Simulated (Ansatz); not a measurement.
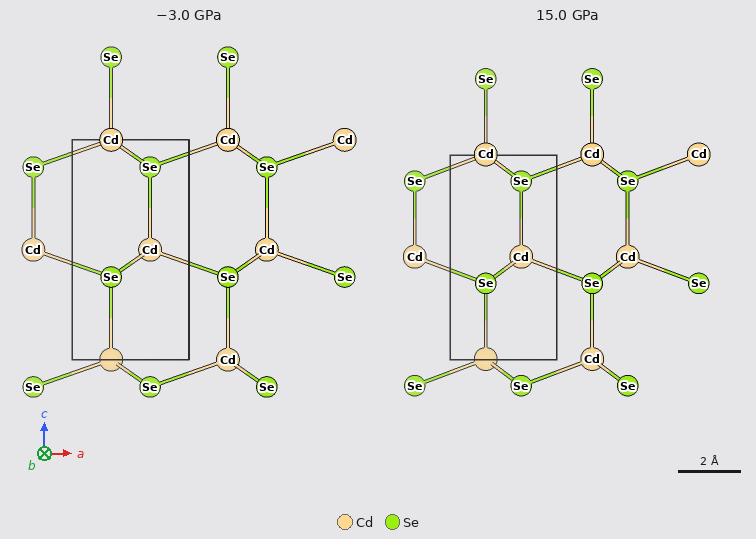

Solid CdSe (set up in P6_3mc), relaxed (cell and atoms) at several target pressures. The picture shows the first and the last member. Style: ball-and-stick. Shown: the cell of the calculation, repeated 2 × 1 × 1 with one cell outlined, along the b axis.

Computed with Ansatz 0.2.0: DFT PBEsol, scalar-relativistic, plane waves, PAW. Settings: plane-wave cutoff 420 eV; k-point mesh 12 × 12 × 6; occupations gaussian; smearing width 0.02 eV; no spin polarisation; cell and atoms relaxed; force threshold 0.008 eV/Å.

```csv
pressure (GPa),volume (Å³/atom),a (Å),c (Å),band gap (eV)
−3.0,30.129,4.402,7.180,0.40
0.0,28.153,4.303,7.023,0.54
3.0,26.737,4.228,6.908,0.64
8.0,?,?,?,?
15.0,23.322,4.015,6.681,0.86
```

Fill in the missing row.

Answer. Murnaghan's form V = V₀(1 + B′P/B₀)^(−1/B′), with V₀ = 28.153 Å³ from the row at zero pressure, fits the other rows with B₀ = 51.2 GPa and B′ = 4.40 (largest miss 0.014 Å³). At 8.0 GPa it gives 28.153 × (1 + 4.40 × 8.0/51.2)^(−1/4.40) = 24.996 Å³ per atom. The calculation gives 25.022 Å³/atom (a = 4.132 Å, c = 6.768 Å). The estimate is 0.026 Å³/atom too low. For the gap a parabola through the rows 0.0, 3.0, 15.0 gives 0.77 eV, and the calculation 0.77 eV (semilocal gaps, lower than measured ones as a rule). From the first member to the last: Cd–Se 2.700 → 2.470 Å.

The whole series:

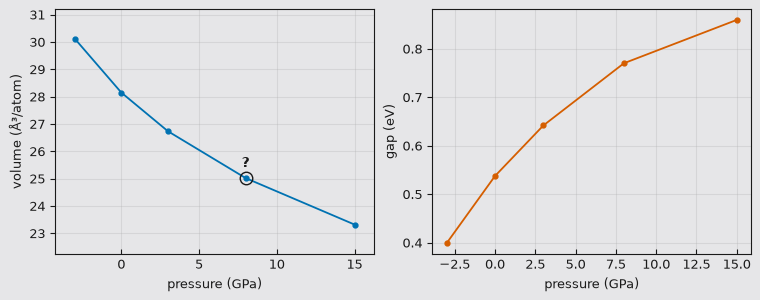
